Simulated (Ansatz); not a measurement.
SiO₂

Input file:

```
crystal:
  lattice:
    - [7.16, 0.0, 0.0]
    - [0.0, 7.16, 0.0]
    - [0.0, 0.0, 7.16]
  atoms:
    - { symbol: Si, position: [0.255, 0.255, 0.255] }
    - { symbol: Si, position: [0.245, 0.745, 0.755] }
    - { symbol: Si, position: [0.755, 0.245, 0.745] }
    - { symbol: Si, position: [0.745, 0.755, 0.245] }
    - { symbol: Si, position: [0.992, 0.992, 0.992] }
    - { symbol: Si, position: [0.508, 0.008, 0.492] }
    - { symbol: Si, position: [0.492, 0.508, 0.008] }
    - { symbol: Si, position: [0.008, 0.492, 0.508] }
    - { symbol: O, position: [0.125, 0.125, 0.125] }
    - { symbol: O, position: [0.375, 0.875, 0.625] }
    - { symbol: O, position: [0.625, 0.375, 0.875] }
    - { symbol: O, position: [0.875, 0.625, 0.375] }
    - { symbol: O, position: [0.66, 0.66, 0.062] }
    - { symbol: O, position: [0.84, 0.34, 0.562] }
    - { symbol: O, position: [0.16, 0.84, 0.938] }
    - { symbol: O, position: [0.34, 0.16, 0.438] }
    - { symbol: O, position: [0.062, 0.66, 0.66] }
    - { symbol: O, position: [0.562, 0.84, 0.34] }
    - { symbol: O, position: [0.938, 0.16, 0.84] }
    - { symbol: O, position: [0.438, 0.34, 0.16] }
    - { symbol: O, position: [0.66, 0.062, 0.66] }
    - { symbol: O, position: [0.34, 0.562, 0.84] }
    - { symbol: O, position: [0.84, 0.938, 0.16] }
    - { symbol: O, position: [0.16, 0.438, 0.34] }
kpoints:
  mp_grid: { grid: [3, 3, 3] }
scf:
  occupations: { method: fermi_dirac, width: 0.02 }
hamiltonian:
  xc: pbe
  pseudopotentials: { kind: paw, frozen_core: stored }
output:
  forces: true
  stress: true
  populations: true
  efg: { quadrupole_moments_barn: { O: -0.02558 } }
  write_density: true
  write_potential: true
  elf: true
  volumetric_format: npy
relax:
  f_tol: 0.02
  max_steps: 60
```

Run with:

```sh
ansatz run input.yaml --threads 1 --pin off --max-ram 3072MiB --backend cpu --events-out ev --progress --plain --runs-dir out
```

Below, planes, directions and counts refer to the conventional cell (a = 7.16 Å, b = 7.16 Å, c = 7.16 Å, α = 90.00°, β = 90.00°, γ = 90.00°).

The fields are those of the relaxed geometry.

Space group P2₁3.

Computed with DFT, PBE, plane-wave PAW, default files, scalar-relativistic, frozen cores (Ansatz 0.2.0).

What can the converged valence pseudo-density and electron localisation function tell about the bonding?

Answer. Si–O (1.62 Å): ρ at the midpoint is about 1.2 e/Å³; the ELF peaks at about 0.85 between the atoms; a shared but strongly polarised pair.

Does the calculation make it a metal, or give it a gap?

Answer. It is gapped, with a Kohn–Sham gap of 5.7 eV on the k-point mesh (the band edges may lie off the mesh, which would make the gap smaller).

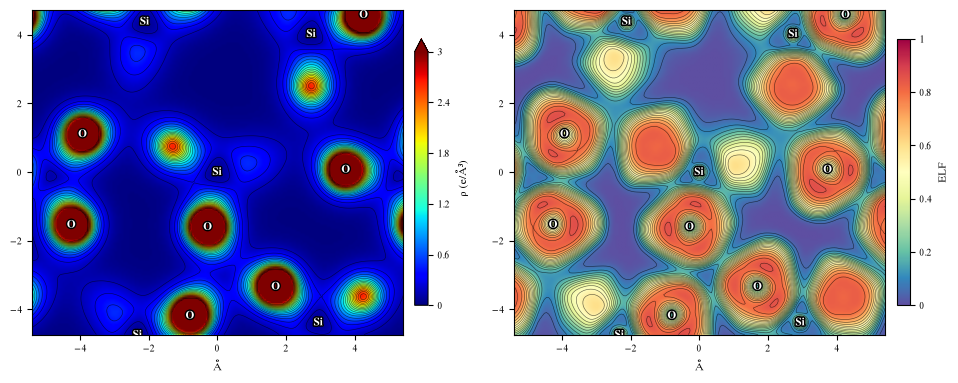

Computed valence pseudo-density and electron localisation function on the (111) plane of the conventional cell, in this order. Atoms just off the plane (Si, 0.3 Å away and O, 0.5 Å away) can leave unmarked features too.

Core electrons are frozen (PAW), and the valence fields are smoothed inside the atomic spheres.
